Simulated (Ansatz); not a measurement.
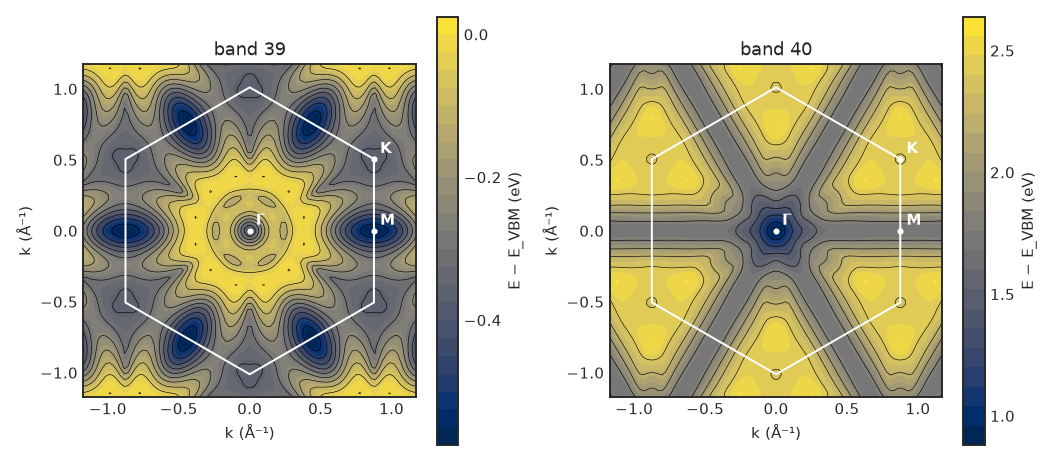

Two bands of a single layer of Bi$_{2}$Se$_{3}$ (space group of the slab cell P-3m1) over the plane of the sheet: the highest mostly filled and the lowest mostly empty one.

Method: Ansatz 0.2.0, DFT PBE, scalar-relativistic, plane waves, PAW; levels and slopes on a dense k mesh at the converged density. No spin polarisation. Mesh 54×54×1, interpolated with the band slopes. The geometry was not relaxed.

Give both levels and their distance at the named points.

```csv
point,lower band (eV),upper band (eV),distance (eV)
Γ,−0.41,0.87,1.28
K,−0.37,2.39,2.77
M,−0.57,1.71,2.28
```

Where are the band edges of the whole zone?

The valence band has twelve equivalent maxima away from the named points and lines, principal masses 0.66 and 0.95 mₑ; the conduction band has one minimum at Γ, mass 0.11 mₑ in all directions. The gap is indirect, 0.87 eV at this level of theory (semilocal functionals give gaps that are too small, and can reorder valleys that lie close).

Spin-orbit coupling, left out here, can change the gap, its kind, the place of the band edges and the masses, since the compound holds Bi and Se.
